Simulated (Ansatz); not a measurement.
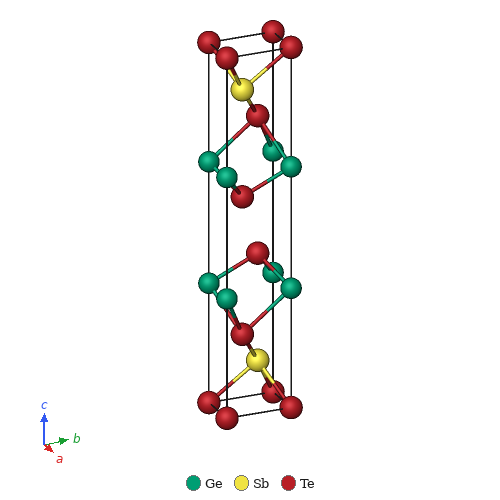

The system is Ge2Sb2Te5 (P-3m1, No. 164; 9 atoms in the cell); the picture shows the reference structure. The energy is mapped over volume and the cell's shape. Coordinates scanned: (1) volume per atom; (2) c/a of the conventional cell. Nothing is relaxed (fractional coordinates fixed). The scan uses a 7 × 7 grid. Points are written as (first, second). Energies are in meV/atom, from the lowest grid point. The lowest point has no gap; 11 points of the grid have one on the k-mesh. Level of theory: DFT PBE, scalar-relativistic, plane waves, PAW in Ansatz 0.2.0. Settings: cutoff 420 eV, k-mesh 12×12×2 in the order of the run's cell vectors, gaussian smearing 0.03 eV, no spin polarisation.

Its coordinates:

```
CELL_PARAMETERS angstrom
4.26295 0.00000 0.00000
-2.13147 3.69182 0.00000
0.00000 0.00000 18.09760
ATOMIC_POSITIONS crystal
Ge 0.00000 0.00000 0.33132
Ge 0.00000 0.00000 0.66868
Sb 0.33333 0.66667 0.11210
Sb 0.66667 0.33333 0.88790
Te 0.00000 0.00000 0.00000
Te 0.33333 0.66667 0.79143
Te 0.66667 0.33333 0.20857
Te 0.33333 0.66667 0.40960
Te 0.66667 0.33333 0.59040
```

Range: volume per atom from 26.58 to 36.71 Å³; c/a of the conventional cell from 3.539 to 5.093.

**What landscape does the calculation give?**

The lowest grid point is at (31.65 Å³, 4.245). It is the only kind of minimum in the scanned range. The highest grid point, (26.58 Å³, 5.093), lies 213 meV/atom above the lowest. Round the minimum the two coordinates are weakly coupled (coupling −0.05 in units of the two stiffnesses).

| c/a of the conventional cell ↓, volume per atom → | 26.58 | 28.27 | 29.96 | 31.65 | 33.34 | 35.02 | 36.71 |
| --- | --- | --- | --- | --- | --- | --- | --- |
| 5.093 | 213 | 126 | 83 | 73 | 85 | 116 | 161 |
| 4.793 | 188 | 95 | 47 | 32 | 44 | 74 | 118 |
| 4.511 | 168 | 73 | 23 | 8 | 19 | 49 | 94 |
| 4.245 | 159 | 63 | 14 | 0 | 12 | 43 | 88 |
| 3.995 | 161 | 68 | 20 | 8 | 20 | 52 | 99 |
| 3.760 | 175 | 84 | 40 | 29 | 43 | 76 | 124 |
| 3.539 | 194 | 111 | 70 | 62 | 78 | 113 | 161 |

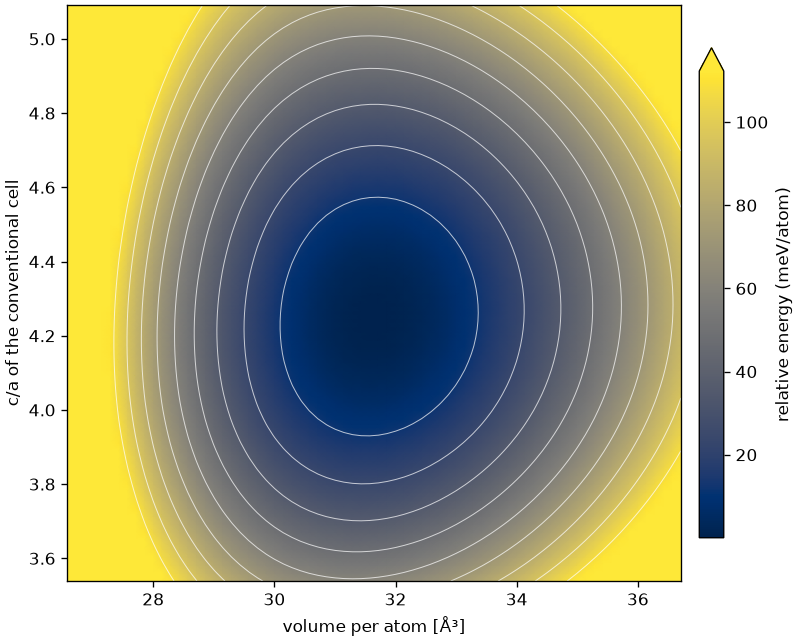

The picture shows a smooth colour map with a few white contour lines, one colour for all values above the top of the scale. Between grid points the surface is interpolated.

Each point was launched as `ansatz run input.yaml --threads 2 --pin off --max-ram 4096MiB --backend cpu --events-out ev --progress --plain --runs-dir out`. The whole map (49 points run) took 10 min on 2 threads of Intel(R) Xeon(R) 6975P-C (Granite Rapids), with other jobs on the host.
